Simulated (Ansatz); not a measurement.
System: Sb.

Input

```
crystal:
  lattice:
    - [2.1542, 1.2437279499, 3.758]
    - [-2.1542, 1.2437279499, 3.758]
    - [0.0, -2.4874558998, 3.758]
  atoms:
    - { symbol: Sb, position: [0.76651, 0.76651, 0.76651] }
    - { symbol: Sb, position: [0.23349, 0.23349, 0.23349] }
hamiltonian:
  xc: pbe
  pseudopotentials: { kind: paw }
kpoints:
  mp_grid: { grid: [8, 8, 8] }
  band_path:
    path:
      - [[0.0, 0.0, 0.0], [0.5, 0.0, 0.0], [0.5, 0.2396873643, -0.2396873643]]
      - [[0.7603126357, 0.5, 0.2396873643], [0.5, 0.5, 0.5], [0.0, 0.0, 0.0], [0.3698436821, 0.0, -0.3698436821]]
      - [[0.6301563179, 0.3698436821, 0.0], [0.5, 0.5, 0.0], [0.6301563179, 0.6301563179, 0.2396873643], [0.5, 0.5, 0.5]]
      - [[0.5, 0.0, 0.0], [0.7603126357, 0.3698436821, 0.3698436821]]
    npoints: 14
scf:
  occupations: { method: fermi_dirac, width: 0.05 }
  n_extra_bands: 6
output:
  forces: true
  stress: true
  eigenvalues: true
  fatbands: true
  write_density: true
  write_potential: true
  elf: true
  volumetric_format: npy
```

Launched as:

```sh
ansatz run input.yaml --threads 2 --pin off --max-ram 5632MiB --backend cpu --events-out ev --progress --plain --runs-dir out
```

Below, planes, directions and counts refer to the conventional cell (a = 4.31 Å, b = 4.31 Å, c = 11.27 Å, α = 90.00°, β = 90.00°, γ = 120.00°).

Space group R-3m; computed pressure about 3 GPa in this cell.

Computed with Kohn-Sham DFT of a periodic cell, PBE, Ansatz PAW in Ansatz.

**What can the converged valence pseudo-density and electron localisation function tell about the bonding?**

Sb–Sb (2.91 Å): ρ at the midpoint is about 0.35 e/Å³; the ELF peaks at about 0.65 between the atoms.

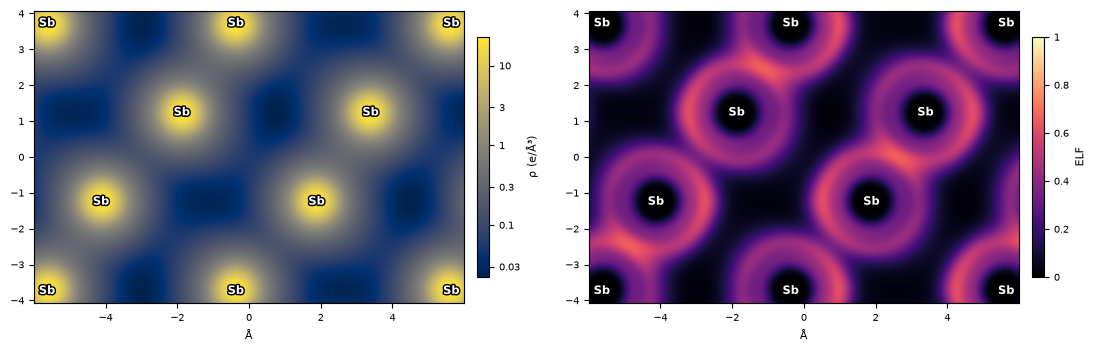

Computed valence pseudo-density and electron localisation function on the (110) plane of the conventional cell, in this order. 
